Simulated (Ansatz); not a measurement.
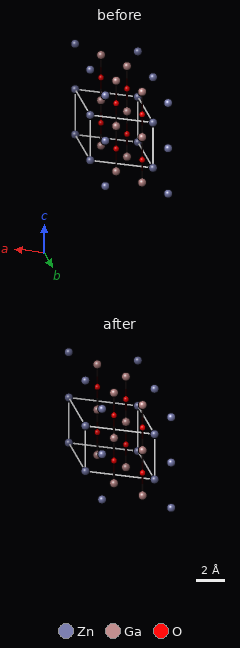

The structure of a crystal of ZnGa₂O₂ (a generated structure, set up in P6/mmm) (coarse preliminary run) before (top) and after (bottom) a relaxation, at one scale.

A ball-and-stick model of the cell of the calculation, repeated 1 × 2 × 2 with one cell outlined, seen from a free direction.

Theory: DFT PBE, scalar-relativistic, plane waves, PAW in Ansatz 0.2.0.

The input:
```yaml
crystal:
  lattice:
    - [4.80211719, 0.0, 0.0]
    - [-2.40105859, 4.15875548, 0.0]
    - [0.0, 0.0, 3.63025627]
  atoms:
    - { symbol: Zn, position: [0.0, 0.0, 0.0] }
    - { symbol: Ga, position: [0.33333333, 0.66666667, 0.0] }
    - { symbol: Ga, position: [0.66666667, 0.33333333, 0.0] }
    - { symbol: O, position: [0.33333333, 0.66666667, 0.5] }
    - { symbol: O, position: [0.66666667, 0.33333333, 0.5] }
basis:
  ecutwfc: 420
kpoints:
  mp_grid: { grid: [6, 6, 6] }
hamiltonian:
  xc: pbe
scf:
  occupations: { method: gaussian, width: 0.1 }
  lower_state_search: "off"
output:
  forces: true
  stress: true
  eigenvalues: true
relax:
  adjacent_minimum: "off"
  f_tol: 0.04
  max_steps: 70
  cell: { stress_tol: 0.4 }
```

Run as
```bash
ansatz run input.yaml --threads 1 --pin off --max-ram 2560MiB --backend cpu --events-out ev --progress --plain --runs-dir out
```

What changed between the two?

The atoms keep their places relative to the cell (all moves are under 0.005 Å). The drawn cell changes as follows: a = b 4.802 → 5.285 Å (+10.1 %), c 3.630 → 3.627 Å (−0.1 %); the volume changes by +21.0 %. The space group stays P6/mmm (No. 191). The energy falls by 54.9 meV per atom in 6 accepted moves (8 points after the start). All forces vanish by symmetry, so only the cell relaxes. Pressure: 6.08 GPa at the start and 0.13 GPa at the end. The SCF was repeated twice at an unchanged geometry on a basis and grid sized afresh for the cell, which shifted the energy by 13.5 meV per atom at most. The run took 45 s on 1 thread of Intel(R) Xeon(R) Processor @ 2.70GHz, on a shared host, peak memory 0.42 GiB.
